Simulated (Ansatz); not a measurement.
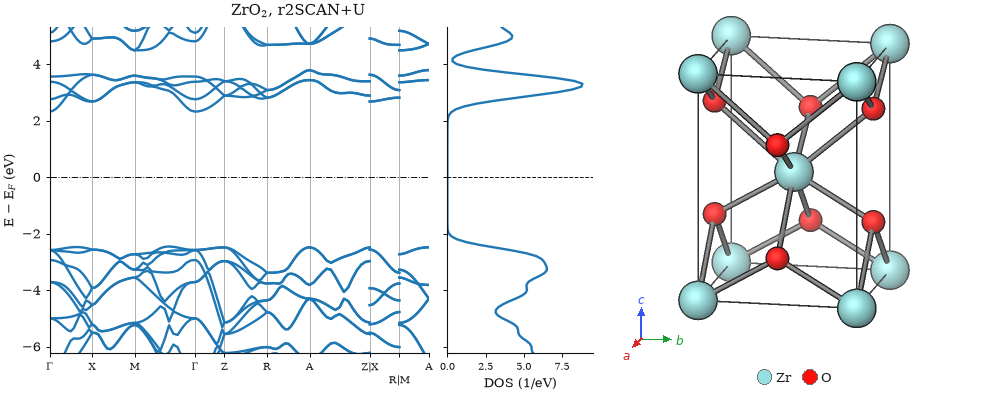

Band structure and density of states, beside the structure. Energies are counted from the Fermi level. The DOS curve is built from the levels of the k mesh with Gaussians 0.55 eV wide, which also blur the band edges; ripples of that width can come from the mesh.

Structure: ZrO₂, space group P4_2/nmc, 6 atoms in the cell; a = 3.596 Å, c = 5.177 Å (tetragonal axes).

Method: r2SCAN, Zr d U = 1 eV, Ansatz PAW, no spin polarisation, no spin-orbit coupling, 7×7×5 k mesh, 500 eV cutoff (Ansatz).

Read off the fundamental gap and say whether it is direct.

An insulator. The gap along this path is 4.77 eV and indirect, from the valence-band top between M and Γ to the conduction-band bottom at Γ; the smallest direct gap is 4.90 eV, at Γ. At A the top valence band lies only 0.03 eV lower.

What are the direct gaps at M, R and A?

The direct gaps are 6.09 eV at M, 6.20 eV at R and 5.92 eV at A.

The PAW data sets were made with another functional. The usual form of ZrO2 is monoclinic.
